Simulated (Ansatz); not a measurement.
Run report: Cu, geometry relaxation (part 1 of 2)

Cu (slab, 13 atoms in the cell), computed with DFT LDA, scalar-relativistic, plane waves, PAW, PAW set soft_1, no spin polarisation (Ansatz 0.2.0).

The structure derives from an entry of the Crystallography Open Database. The input holds or restrains some coordinates. Forces given for the steps count only the free coordinates. Figures and captions count atoms from 1; the log counts them from 0 in places.

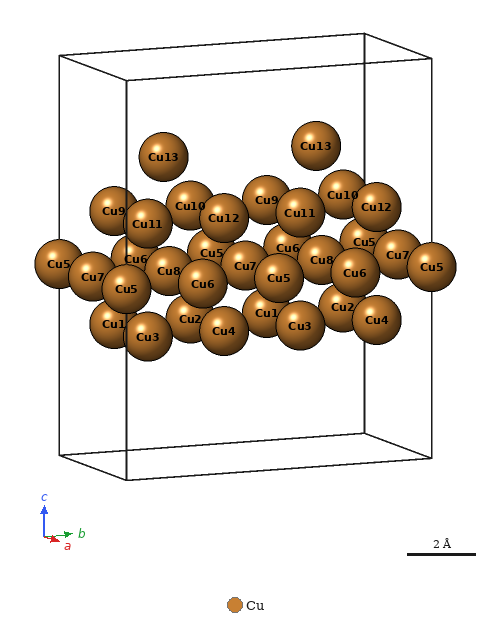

Figure 1. The structure as given in the input (spheres-only view of the 1 × 2 repeat of the cell, with the vacuum cut short, seen slightly off an axis; atoms are numbered from 1 in the order of the input). An atom can appear more than once, as a periodic image.

### Summary

| quantity | value |
| --- | --- |
| outcome | converged under the restraints of the input |
| electrons treated | 247 |
| free energy | −85217.1201 eV |
| work function, top face | 4.36 eV |
| work function, bottom face | 4.89 eV |
| Fermi energy | 2.151 eV |
| gap on the k-point mesh | none (metallic) |
| final volume | 468.26 Å³ |
| work function (upper face) | 4.36 eV |
| largest force (length of the vector) at the end, held atoms and coordinates included | 0.919 eV/Å |
| hardware | 4 threads of Arm Neoverse N1, 98 GiB of memory available, shared host |
| wall time | 3.1 min (CPU time 12 min) |
| peak memory | 1.9 GiB |

### Remarks

The program warns: the PAW datasets were made with another functional.

### Input file
```yaml
crystal:
  lattice:
    - [4.9751540563, 0.0, 0.0]
    - [0.0, 4.9751540563, 0.0]
    - [0.0, 0.0, 18.9178854445]
  atoms:
    - { symbol: Cu, position: [0.25, 0.25, 0.2114401217] }
    - { symbol: Cu, position: [0.25, 0.75, 0.2114401217] }
    - { symbol: Cu, position: [0.75, 0.25, 0.2114401217] }
    - { symbol: Cu, position: [0.75, 0.75, 0.2114401217] }
    - { symbol: Cu, position: [0.0, 0.0, 0.3017752139] }
    - { symbol: Cu, position: [0.0, 0.5, 0.3017752139] }
    - { symbol: Cu, position: [0.5, 0.0, 0.3017752139] }
    - { symbol: Cu, position: [0.5, 0.5, 0.3017752139] }
    - { symbol: Cu, position: [0.25, 0.25, 0.3921096502] }
    - { symbol: Cu, position: [0.25, 0.75, 0.3921096502] }
    - { symbol: Cu, position: [0.75, 0.25, 0.3921096502] }
    - { symbol: Cu, position: [0.75, 0.75, 0.3921096502] }
    - { symbol: Cu, position: [0.4166666667, 0.5, 0.4809145013] }
basis:
  ecutwfc: 420
kpoints:
  mp_grid: { grid: [6, 6, 1] }
hamiltonian:
  xc: lda
  pseudopotentials: { kind: paw, azcp: { folder: soft_1 } }
scf:
  occupations: { method: gaussian, width: 0.1 }
output:
  forces: true
  eigenvalues: true
relax:
  adjacent_minimum: "off"
  f_tol: 0.025
  max_steps: 16
  constraints:
    - { sites: [0, 1, 2, 3, 4, 5, 6, 7, 8, 9, 10, 11] }
    - { sites: [12], fix: xy }
efield:
  axis: 3
  dipole_correction: true
  ramp_width: 0.04
```

Launched with:
```bash
ansatz run input.yaml --threads 4 --pin off --max-ram 12288MiB --backend cpu --events-out ev --progress --plain --runs-dir out
```

### What the program printed
```
Warning: [file] the record states the generating functional pbe (its physics header spells it `PBE`), which answers neither for hamiltonian.xc's functional nor for the lda family's — results may be inconsistent (PPs are generated against a specific XC)
Engine: ansatz 0.2.0, aarch64-unknown-linux-gnu
Pseudopotentials: kind: paw
Pseudopotential: Cu, paw, valence charge 19, recommended cutoff 420 eV (normal), [file]
Functional definition: SPW92
  exchange = slater_x
  correlation = pw_c
Crystal: 13 atoms, lattice volume = 468.258 Å³
Basis set: ecut = 420 eV, 9195 PW (Γ)
Bands: 149, of which v1, the nominal top of the filled ones, is band 124 counted from 1 (123 counted from 0)
Symmetry: 2 space group operations
Space group: Pm (ITA 6), of the structure as read, at distance tolerance 7.8e-5 Å
k-points: 16 of 36 (time reversal used)
Non-local potential: Cu, projectors of the file, l = 0: 3, l = 1: 2, l = 2: 3, l = 3: 1
PAW form: soft (Blöchl's): semilocal exchange-correlation on the pseudo side does not see the compensation charge
PAW frozen core: Cu, regenerated for the run's functional, and the local potential with it (the file was generated under x = pbe(κ = 0.804, μ = 0.2195149727645171), c = pbe(β = 0.06672455060314922))
PAW one-centre angular grid: Cu, 590 points (default); XC on 64 Gauss nodes
Initial density: superposition of atomic densities (neutral atoms: chi_scale 0, normalization atom)
Initial wavefunctions: pseudopotential atomic-orbital guess
Functional: x = slater, c = lda
SCF iter   1: F=—  HF=-85230.046244 eV  |F-HF|=—  |Δ(HF+E_count)|=         —  Δρ=1.54e-1  dr2=6.55e1  ethr=3.10e-3  p=-0.000 e·Å  D=-1.75e-5 V/Å  ΔV_dip=0.00 eV  dr2_dipole=9.93e-2  V_vac-E_F(+/−)=4.70/4.70 eV  ⟨swp⟩=9.1  Hψ=11201  notcnv=0  defer=67
efield: sawtooth ramp at fractional position 0.8262 (placed from the atoms, in the widest stretch of the axis that holds none; the zero of the levels goes with the place), width 0.0400; the density the first Hamiltonian is built on has a dipole p = -0.000 e·Å; the dipole correction subtracts the counter field D = -1.75e-5 V/Å, which shifts the + side's vacuum level by +0.00 eV against the − side's; the planar-averaged density in the ramp window peaks in size at 1.5e-5 e/Å³
preconditioner: auto → LDOS  [metal: Δε(μ)=0.046 eV  Ē_g=7.495 eV  σ=0.100 eV  W_gap=0.25  n_scr=110 (ndim 8)  ℏωp=20.5 eV  f_vac=0.626  D(μ)=6.10/eV (n_scr^D=28)  β→1.0]
SCF iter   2: F=—  HF=-85304.097102 eV  |F-HF|=—  |Δ(HF+E_count)|=    7.41e1  Δρ=3.06e-1  dr2=2.45e2  ethr=3.10e-3  p=0.130 e·Å  D=5.02e-2 V/Å  ΔV_dip=-0.95 eV  dr2_dipole=2.99e-2  V_vac-E_F(+/−)=2.30/3.25 eV  ⟨swp⟩=4.0  Hψ=7878  notcnv=0  defer=281  recentre
SCF iter   3: F=—  HF=-85217.855543 eV  |F-HF|=—  |Δ(HF+E_count)|=    8.62e1  Δρ=3.38e-2  dr2=3.39e0  ethr=3.10e-3  p=0.065 e·Å  D=2.50e-2 V/Å  ΔV_dip=-0.47 eV  dr2_dipole=6.34e-4  V_vac-E_F(+/−)=4.60/5.07 eV  ⟨swp⟩=4.0  Hψ=6788  notcnv=0  defer=298
SCF iter   4: F=—  HF=-85217.203727 eV  |F-HF|=—  |Δ(HF+E_count)|=   6.52e-1  Δρ=1.25e-2  dr2=4.18e-1  ethr=1.37e-3  p=0.073 e·Å  D=2.82e-2 V/Å  ΔV_dip=-0.53 eV  dr2_dipole=8.97e-3  V_vac-E_F(+/−)=4.35/4.88 eV  ⟨swp⟩=2.1  Hψ=3957  notcnv=0  defer=308
SCF iter   5: F=—  HF=-85217.116537 eV  |F-HF|=—  |Δ(HF+E_count)|=   8.72e-2  Δρ=3.11e-3  dr2=3.38e-2  ethr=1.69e-4  p=0.072 e·Å  D=2.77e-2 V/Å  ΔV_dip=-0.52 eV  dr2_dipole=1.57e-3  V_vac-E_F(+/−)=4.42/4.94 eV  ⟨swp⟩=2.0  Hψ=4051  notcnv=0  defer=301
SCF iter   6: F=—  HF=-85217.120692 eV  |F-HF|=—  |Δ(HF+E_count)|=   4.16e-3  Δρ=1.79e-3  dr2=9.33e-3  ethr=1.37e-5  p=0.073 e·Å  D=2.83e-2 V/Å  ΔV_dip=-0.54 eV  dr2_dipole=8.11e-5  V_vac-E_F(+/−)=4.38/4.92 eV  ⟨swp⟩=2.0  Hψ=3241  notcnv=0  defer=301
SCF iter   7: F=—  HF=-85217.119841 eV  |F-HF|=—  |Δ(HF+E_count)|=   8.51e-4  Δρ=4.43e-4  dr2=7.25e-4  ethr=3.78e-6  p=0.072 e·Å  D=2.79e-2 V/Å  ΔV_dip=-0.53 eV  dr2_dipole=4.55e-5  V_vac-E_F(+/−)=4.37/4.90 eV  ⟨swp⟩=2.0  Hψ=4001  notcnv=0  defer=301
SCF iter   8: F=—  HF=-85217.119829 eV  |F-HF|=—  |Δ(HF+E_count)|=   1.16e-5  Δρ=1.39e-4  dr2=1.32e-4  ethr=2.93e-7  p=0.073 e·Å  D=2.81e-2 V/Å  ΔV_dip=-0.53 eV  dr2_dipole=1.32e-5  V_vac-E_F(+/−)=4.37/4.90 eV  ⟨swp⟩=3.0  Hψ=4278  notcnv=0  defer=301
SCF iter   9: F=—  HF=-85217.119871 eV  |F-HF|=—  |Δ(HF+E_count)|=   4.23e-5  Δρ=1.22e-4  dr2=4.53e-5  ethr=5.34e-8  p=0.073 e·Å  D=2.81e-2 V/Å  ΔV_dip=-0.53 eV  dr2_dipole=1.77e-6  V_vac-E_F(+/−)=4.36/4.89 eV  ⟨swp⟩=2.0  Hψ=3230  notcnv=0  defer=301
SCF iter  10: F=-85217.119875 eV  HF=-85217.119874 eV  |F-HF|=1.44e-6  |Δ(HF+E_count)|=   2.81e-6  Δρ=3.62e-5  dr2=5.31e-6  ethr=6.33e-9  p=0.073 e·Å  D=2.82e-2 V/Å  ΔV_dip=-0.53 eV  dr2_dipole=1.96e-7  V_vac-E_F(+/−)=4.36/4.89 eV  ⟨swp⟩=15.5  Hψ=12694  notcnv=0
SCF 1 converged in 10 iterations: F = -85217.119875 eV  dr2 = 5.31e-6
  greatest PAW one-centre occupation: 1.000 electrons in one spin orbital (limit 2), on the Cu atom at site 12 (counted from 0), in its partial waves of l = 0
relax step   1: F+E_penalty+E_count = -85217.11987545 eV  Δ(F+E_penalty+E_count) = +0.000e0 eV  max|allowed force component| = 6.550e-2 eV/Å  Δτ_max = 0.0000 Å  (10 SCF iters, dr2 threshold 1.56e-5 eV, accepted)
Initial density: handed on by an earlier stage of this run
Initial wavefunctions: those handed on with the density
iter 1 solved again at ethr=4.04e-8 eV; its pass at ethr=3.10e-3 eV (dr2=9.98e-5 eV) is discarded
SCF iter   1: F=—  HF=-85217.120051 eV  |F-HF|=—  |Δ(HF+E_count)|=         —  Δρ=1.59e-4  dr2=9.84e-5  ethr=4.04e-8  p=0.073 e·Å  D=2.82e-2 V/Å  ΔV_dip=-0.53 eV  dr2_dipole=4.04e-6  V_vac-E_F(+/−)=4.36/4.89 eV  ⟨swp⟩=2.2  Hψ=6765  notcnv=0  defer=5
efield: sawtooth ramp at fractional position 0.8262 (handed on by an earlier solve), width 0.0400; the density the first Hamiltonian is built on has a dipole p = 0.073 e·Å; the dipole correction subtracts the counter field D = 2.82e-2 V/Å, which shifts the + side's vacuum level by -0.53 eV against the − side's; the planar-averaged density in the ramp window peaks in size at 1.4e-5 e/Å³
preconditioner: auto → LDOS  [metal: Δε(μ)=0.037 eV  Ē_g=8.134 eV  σ=0.100 eV  W_gap=0.20  n_scr=110 (ndim 8)  ℏωp=20.5 eV  f_vac=0.627  D(μ)=6.29/eV (n_scr^D=28)  β→1.0]
SCF iter   2: F=—  HF=-85217.120058 eV  |F-HF|=—  |Δ(HF+E_count)|=   7.82e-6  Δρ=2.49e-4  dr2=1.56e-4  ethr=3.98e-8  p=0.072 e·Å  D=2.80e-2 V/Å  ΔV_dip=-0.53 eV  dr2_dipole=7.89e-7  V_vac-E_F(+/−)=4.36/4.89 eV  ⟨swp⟩=3.0  Hψ=4089  notcnv=0  defer=5
SCF iter   3: F=—  HF=-85217.120040 eV  |F-HF|=—  |Δ(HF+E_count)|=   1.82e-5  Δρ=7.13e-5  dr2=1.73e-5  ethr=3.98e-8  p=0.073 e·Å  D=2.82e-2 V/Å  ΔV_dip=-0.53 eV  dr2_dipole=4.90e-7  V_vac-E_F(+/−)=4.35/4.89 eV  ⟨swp⟩=2.9  Hψ=4004  notcnv=0  defer=5
SCF iter   4: F=—  HF=-85217.120039 eV  |F-HF|=—  |Δ(HF+E_count)|=   1.06e-6  Δρ=1.56e-5  dr2=9.37e-7  ethr=7.01e-9  p=0.073 e·Å  D=2.82e-2 V/Å  ΔV_dip=-0.53 eV  dr2_dipole=1.70e-8  V_vac-E_F(+/−)=4.35/4.89 eV  ⟨swp⟩=2.1  Hψ=3268  notcnv=0  defer=5
SCF iter   5: F=—  HF=-85217.120040 eV  |F-HF|=—  |Δ(HF+E_count)|=   9.52e-7  Δρ=1.06e-5  dr2=2.79e-7  ethr=3.79e-10  p=0.073 e·Å  D=2.82e-2 V/Å  ΔV_dip=-0.53 eV  dr2_dipole=3.94e-9  V_vac-E_F(+/−)=4.35/4.89 eV  ⟨swp⟩=3.0  Hψ=4814  notcnv=0  defer=5
SCF iter   6: F=-85217.120041 eV  HF=-85217.120041 eV  |F-HF|=3.02e-7  |Δ(HF+E_count)|=   5.15e-7  Δρ=2.37e-6  dr2=1.90e-8  ethr=4.05e-11  p=0.073 e·Å  D=2.82e-2 V/Å  ΔV_dip=-0.53 eV  dr2_dipole=3.10e-9  V_vac-E_F(+/−)=4.35/4.89 eV  ⟨swp⟩=9.6  Hψ=9817  notcnv=0
SCF 2 converged in 6 iterations: F = -85217.120041 eV  dr2 = 1.90e-8
relax step   2: F+E_penalty+E_count = -85217.12004103 eV  Δ(F+E_penalty+E_count) = -1.656e-4 eV  max|allowed force component| = 3.842e-2 eV/Å  Δτ_max = 0.0031 Å  (6 SCF iters, accepted)
SCF iter   1: F=—  HF=-85217.120283 eV  |F-HF|=—  |Δ(HF+E_count)|=         —  Δρ=1.95e-4  dr2=1.41e-4  ethr=7.97e-7  p=0.073 e·Å  D=2.82e-2 V/Å  ΔV_dip=-0.53 eV  dr2_dipole=4.79e-6  V_vac-E_F(+/−)=4.35/4.89 eV  ⟨swp⟩=2.3  Hψ=4079  notcnv=0  defer=51
efield: sawtooth ramp at fractional position 0.8262 (handed on by an earlier solve), width 0.0400; the density the first Hamiltonian is built on has a dipole p = 0.073 e·Å; the dipole correction subtracts the counter field D = 2.82e-2 V/Å, which shifts the + side's vacuum level by -0.53 eV against the − side's; the planar-averaged density in the ramp window peaks in size at 1.5e-5 e/Å³
preconditioner: auto → LDOS  [metal: Δε(μ)=0.037 eV  Ē_g=8.135 eV  σ=0.100 eV  W_gap=0.21  n_scr=110 (ndim 8)  ℏωp=20.5 eV  f_vac=0.627  D(μ)=6.30/eV (n_scr^D=28)  β→1.0]
SCF iter   2: F=—  HF=-85217.120266 eV  |F-HF|=—  |Δ(HF+E_count)|=   1.71e-5  Δρ=2.75e-4  dr2=1.93e-4  ethr=5.73e-8  p=0.072 e·Å  D=2.79e-2 V/Å  ΔV_dip=-0.53 eV  dr2_dipole=1.32e-6  V_vac-E_F(+/−)=4.36/4.89 eV  ⟨swp⟩=2.9  Hψ=5041  notcnv=0  defer=77
SCF iter   3: F=—  HF=-85217.120263 eV  |F-HF|=—  |Δ(HF+E_count)|=   3.54e-6  Δρ=1.41e-4  dr2=5.50e-5  ethr=5.73e-8  p=0.073 e·Å  D=2.81e-2 V/Å  ΔV_dip=-0.53 eV  dr2_dipole=2.64e-7  V_vac-E_F(+/−)=4.36/4.89 eV  ⟨swp⟩=2.9  Hψ=4047  notcnv=0  defer=77
SCF iter   4: F=—  HF=-85217.120128 eV  |F-HF|=—  |Δ(HF+E_count)|=   1.34e-4  Δρ=3.93e-5  dr2=4.27e-6  ethr=2.23e-8  p=0.073 e·Å  D=2.81e-2 V/Å  ΔV_dip=-0.53 eV  dr2_dipole=1.02e-8  V_vac-E_F(+/−)=4.36/4.89 eV  ⟨swp⟩=2.0  Hψ=3853  notcnv=0  defer=77
SCF iter   5: F=—  HF=-85217.120128 eV  |F-HF|=—  |Δ(HF+E_count)|=   6.20e-7  Δρ=1.87e-5  dr2=9.07e-7  ethr=1.73e-9  p=0.073 e·Å  D=2.81e-2 V/Å  ΔV_dip=-0.53 eV  dr2_dipole=1.85e-8  V_vac-E_F(+/−)=4.36/4.89 eV  ⟨swp⟩=3.0  Hψ=4071  notcnv=0  defer=77
SCF iter   6: F=-85217.120128 eV  HF=-85217.120128 eV  |F-HF|=3.09e-7  |Δ(HF+E_count)|=   1.27e-7  Δρ=1.96e-6  dr2=2.37e-8  ethr=4.05e-11  p=0.073 e·Å  D=2.81e-2 V/Å  ΔV_dip=-0.53 eV  dr2_dipole=8.20e-9  V_vac-E_F(+/−)=4.36/4.89 eV  ⟨swp⟩=8.6  Hψ=11575  notcnv=0
SCF 3 converged in 6 iterations: F = -85217.120128 eV  dr2 = 2.37e-8
relax step   3: F+E_penalty+E_count = -85217.12012817 eV  Δ(F+E_penalty+E_count) = -8.714e-5 eV  max|allowed force component| = 9.896e-4 eV/Å  Δτ_max = 0.0044 Å  (6 SCF iters, accepted)
```

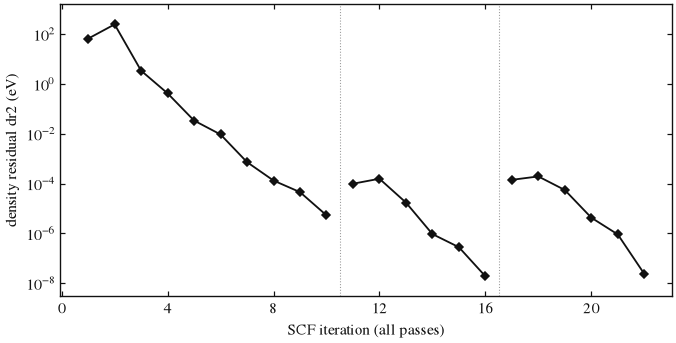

Figure 2. Convergence of the self-consistent field: density residual dr2 against the SCF iteration. The dotted lines part the SCF passes of the relaxation: geometry steps, rejected trials and re-solves on a re-selected basis. The passes take 10, 6 and 6 iterations.

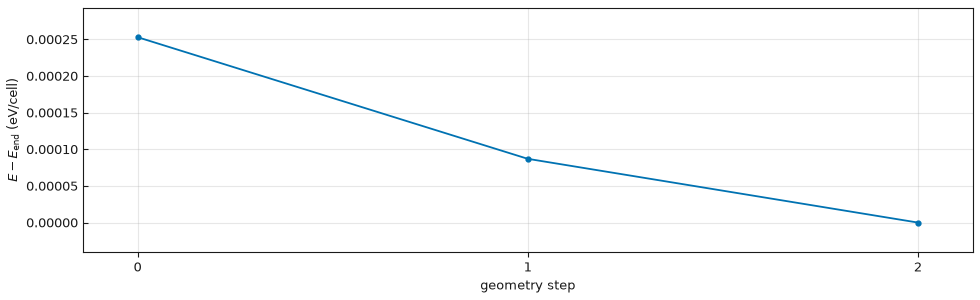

Figure 3. Progress of the restrained relaxation, step by step (the first geometry is step 0 here and step 1 in the log). After 2 geometry steps the energy has fallen by 0.3 meV per cell of the calculation. Largest force component: 0.066 eV/Å at the start, 0.00099 eV/Å at the end. The largest move is that of Cu13, 0.008 Å. The cell stays as it was. Among the contacts that change: Cu10–Cu13 2.249 → 2.243 Å, Cu11–Cu13 2.668 → 2.664 Å. (Atoms are counted from 1 in the order of the input.)

```
SCF converged after 6 iterations
Free energy (F): -85217.120128 eV
Harris-Foulkes:  -85217.120128 eV  (|F-HF|=3.09e-7)
Internal energy: -85217.088631 eV  (E = F + TS)
E sigma→0 (E₀):  -85217.104380 eV
Entropy (-TS):   -0.031497 eV (-2.423 meV/atom)
Fermi energy:    2.151115 eV
Dipole field:    D = 0.027984 V/Å  (p = 0.072416 e·Å, saw-weighted, corrected)
Work function:   Φ+ = 4.3574 eV   Φ− = 4.8868 eV
Levels:          The Fermi level and band energies are counted from a zero that moves with the ramp; work functions are not
--- Per-component energies (eV) ---
  E_band       = -8216.956468
  E_kinetic    = 3425.816673
  E_local      = -406242.385370  (includes V_loc(G=0)·N_el)
  E_nonlocal   = 11646.751636
  E_hartree    = 196905.821420
  E_xc         = -889.414872
  E_vxc        = -1152.833486  (∫ρ·V_xc dr)
  E_paw        = -22722.587957  (= ΣΔE_a)
  E_vpaw       = -9710.016252  (= ΣTr[D̂ρ^β])
  E_aug_tail   = 0.012196  (compensation charges beyond the density's cutoff)
  E_efield     = 0.001013  (sawtooth field / dipole correction)
  E_vefield    = 4.010285  (∫n·V_field dr)
  E_ewald      = 132653.051037
  E_core_change = 5.845592  (= ΣΔE_core)
  E_smearing   = -0.031497  (= −TS)
  E_closure    = 0.000000  (closes the sum)
  Σ components = -85217.120128   (vs F -85217.120128, Δ=0.00e0)
--- Forces (eV/Å), atoms counted from 1 ---
  atom   1  Cu     0.03809342     0.04581278     0.00558530
  atom   2  Cu     0.03809342    -0.04581278     0.00558530
  atom   3  Cu    -0.03895340     0.04322434    -0.01112767
  atom   4  Cu    -0.03895340    -0.04322434    -0.01112767
  atom   5  Cu     0.03351477     0.00000000     0.03644743
  atom   6  Cu    -0.03057563     0.00000000    -0.19313143
  atom   7  Cu    -0.03266258     0.00000000    -0.17200271
  atom   8  Cu     0.03186285     0.00000000    -0.28992610
  atom   9  Cu    -0.27549138    -0.40504668    -0.15417346
  atom  10  Cu    -0.27549138     0.40504668    -0.15417346
  atom  11  Cu    -0.18434997     0.15575922     0.46959628
  atom  12  Cu    -0.18434997    -0.15575922     0.46959628
  atom  13  Cu     0.91925688     0.00000000    -0.00098955
  max |Σ_I F_I| component: 1.59e-4 eV/Å
--- Band table (eV; the first three rows and the last of 16) ---
```
